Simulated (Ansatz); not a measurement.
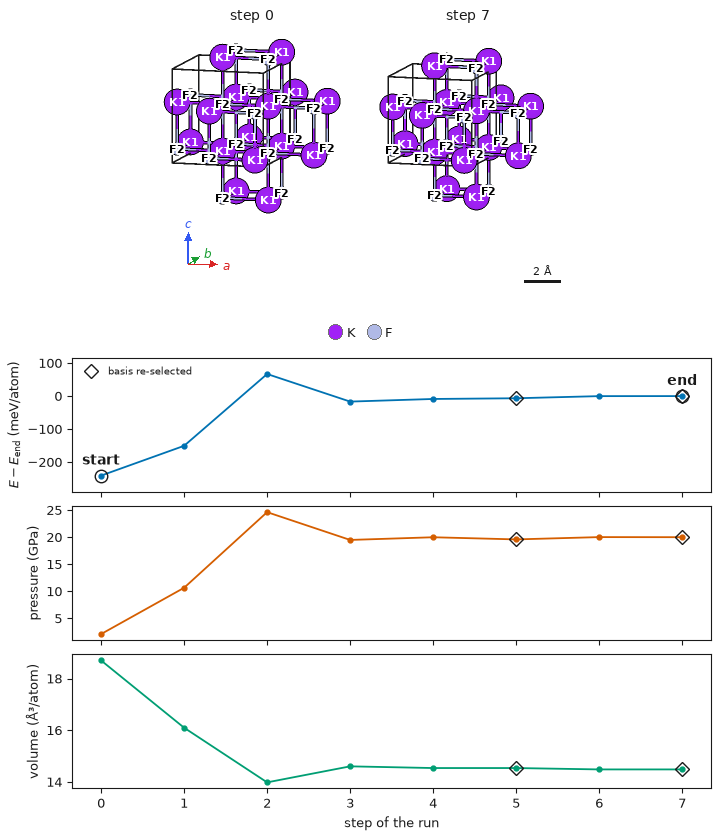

First and last geometry of a relaxation of crystalline KF (set up in Fm-3m) (coarse preliminary run), with the history of the run. The picture is a ball-and-stick view of the conventional cell (4 times the calculation's cell), seen slightly off an axis. Lengths and directions refer to the drawn axes.

Case: input drawn at random.

Theory: DFT PBE, scalar-relativistic, plane waves, PAW (Ansatz 0.2.0).

Input
```yaml
crystal:
  lattice:
    - [0.0, 2.654413405, 2.654413405]
    - [2.654413405, 0.0, 2.654413405]
    - [2.654413405, 2.654413405, 0.0]
  atoms:
    - { symbol: K, position: [0.899, 0.316, 0.637] }
    - { symbol: F, position: [1.399, 0.816, 1.137] }
basis:
  ecutwfc: 420
kpoints:
  mp_grid: { grid: [8, 8, 8] }
hamiltonian:
  xc: pbe
scf:
  occupations: { method: fermi_dirac, width: 0.068 }
  mixing: { beta: 0.1 }
  initial_density: { chi_scale: 0, normalization: atom }
  max_iter: 74
output:
  forces: true
  stress: true
  eigenvalues: true
relax:
  adjacent_minimum: "off"
  f_tol: 0.08
  max_steps: 30
  cell: { p_target: 20 }
```

Launched with:
```bash
ansatz run input.yaml --threads 1 --pin off --max-ram 2048MiB --backend cpu --events-out ev --progress --plain --runs-dir out
```

What do the curves and the structures tell?

Answer. It converged. The atoms keep their places relative to the cell (all moves are under 0.005 Å). The volume changes by −22.6 %, with a = b = c 5.309 → 4.875 Å (−8.2 %). Some distances before and after: K1–K1 3.754 → 3.447 Å, K1–F2 2.654 → 2.438 Å. The space group stays Fm-3m (No. 225). The energy rises by 241 meV per atom in 5 accepted moves (7 points after the start). With the target pressure of 20 GPa, the enthalpy E + pV changes by −286 meV per atom. All forces vanish by symmetry, so only the cell relaxes. The pressure goes from 2.11 to 20.01 GPa. At 2 points the geometry stayed and the basis and grid were re-selected for the new cell (energy shift of 2.1 meV per atom at most each time). The run took 14 s on 1 thread of Arm Neoverse N1, on a shared host, peak memory 0.3 GiB.
